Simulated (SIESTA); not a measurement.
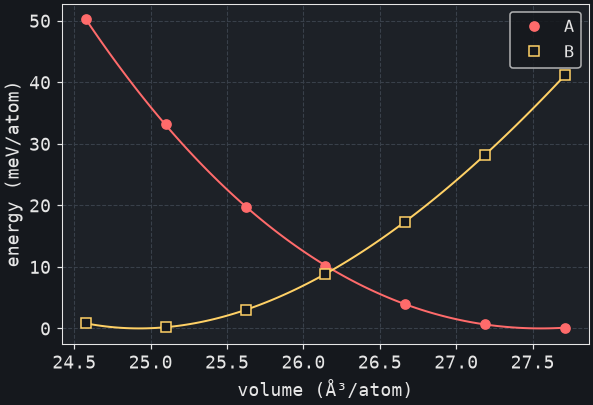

Plotted: energy against volume, with one curve for each functional, for In (space group I4/mmm). The labels are replaced by letters. In alphabetical order the cases are: LDA; PBE.

Computed with SIESTA 5.4.2: DFT in numerical atomic orbitals with pseudopotentials, no spin polarisation; energies at scaled volumes of the given cell, shape and fractions fixed, counted from the fit's minimum, third-order Birch-Murnaghan fit. All runs: no spin polarisation.

```tsv
setting	value
k mesh	11×11×11
occupations	Fermi–Dirac
smearing width	0.05 eV
potentials	PseudoDojo 0.4 standard, converted to PSML, two zetas on semicore shells
```

Question: Which letter stands for which functional?

Answer: A: PBE; B: LDA.

Keep in mind: mulliken charges of long orbitals; shape and atomic fractions are frozen while scaling, which makes layered, chain and framework solids too stiff.
